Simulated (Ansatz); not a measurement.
Sr (P6_3/mmc, No. 194): the end point of a relaxation with DFT, PBE, plane waves (420 eV) with PAW, scalar-relativistic in Ansatz; the starting structure was generated, so it need not be a known form of this composition.

```cif
data_structure
_symmetry_space_group_name_H-M 'P6_3/mmc'
_symmetry_Int_Tables_number 194
_cell_length_a 4.2715
_cell_length_b 4.2715
_cell_length_c 6.9995
_cell_angle_alpha 90.000
_cell_angle_beta 90.000
_cell_angle_gamma 120.000
_cell_volume 110.60
loop_
_atom_site_label
_atom_site_type_symbol
_atom_site_symmetry_multiplicity
_atom_site_Wyckoff_symbol
_atom_site_fract_x
_atom_site_fract_y
_atom_site_fract_z
_atom_site_occupancy
Sr1 Sr 2 c 0.33333 0.66667 0.25000 1
```

What will a dark-field STEM-like image along [100] show? Simulation: incoherent imaging, intensity Z^1.7 per atom, probe width 1.30 Å, thin sample. The probe carries 15 % of its weight in a tail 2.5 times as wide. Shot noise and the speckle of an amorphous layer were added.

The columns repeat on a rectangular net of 3.70 × 7.00 Å (plane group p2mg). All columns are alike (Sr). The shortest distance between visible columns is 3.70 Å in projection. Along the beam the structure repeats every 4.27 Å.

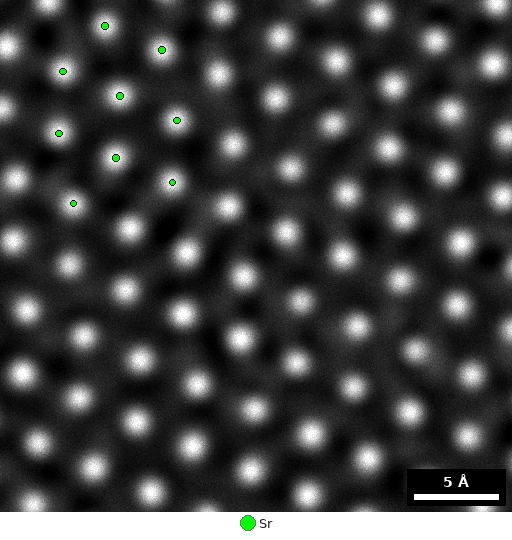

The simulated image, with the columns of the model marked in one corner.
